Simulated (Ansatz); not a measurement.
```cif
data_structure
_symmetry_space_group_name_H-M 'P 1'
_symmetry_Int_Tables_number 1
_cell_length_a 3.1873
_cell_length_b 3.1873
_cell_length_c 23.6872
_cell_angle_alpha 90.000
_cell_angle_beta 90.000
_cell_angle_gamma 120.000
_cell_volume 208.40
loop_
_atom_site_label
_atom_site_type_symbol
_atom_site_fract_x
_atom_site_fract_y
_atom_site_fract_z
_atom_site_occupancy
O1 O 0.33333 0.66667 0.16887 1
Zn1 Zn 0.66667 0.33333 0.19532 1
O2 O 0.66667 0.33333 0.27764 1
Zn2 Zn 0.33333 0.66667 0.30408 1
O3 O 0.33333 0.66667 0.39001 1
Zn3 Zn 0.66667 0.33333 0.41021 1
O4 O 0.66667 0.33333 0.49894 1
Zn4 Zn 0.33333 0.66667 0.51451 1
H1 H 0.33333 0.16667 0.57665 1
```

A point of a scan over the structure, not its minimum; not relaxed (largest force 2.0 eV/Å); the SCF solution may not be the lowest one; PAW files of the earlier set (soft_1); the program warned that a starting moment wasn't kept; spin-polarised.

Theory: DFT LDA, scalar-relativistic, plane waves, PAW (Ansatz).

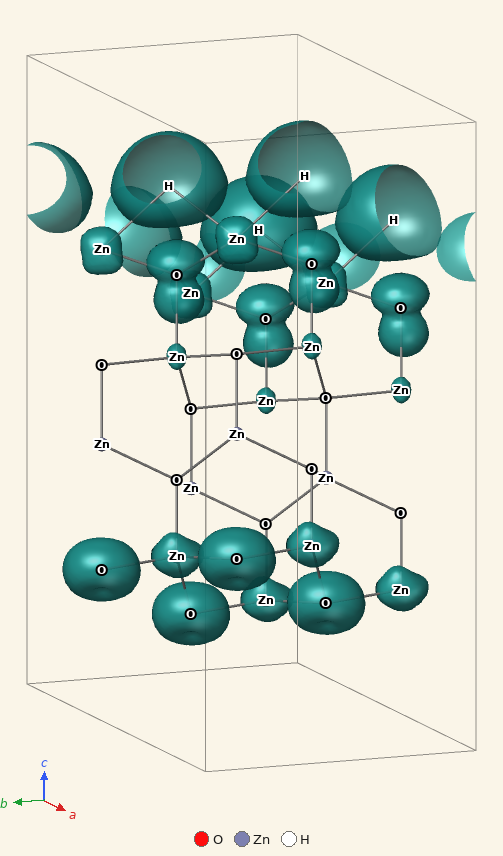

Zn₄HO₄ (slab). Isosurface of the spin density at +0.01 e/Å³ (teal), seen at an oblique angle. Sticks mark near contacts.

Question: Describe the spin distribution.

Answer: The spin density sits on H: +0.4 μB in one cell of 9 atoms, with smaller moments on other sites: O (up to +0.11 μB): with much of the spin spread outside that site. The cell of the calculation (9 atoms) carries 0.8 μB of net spin moment.
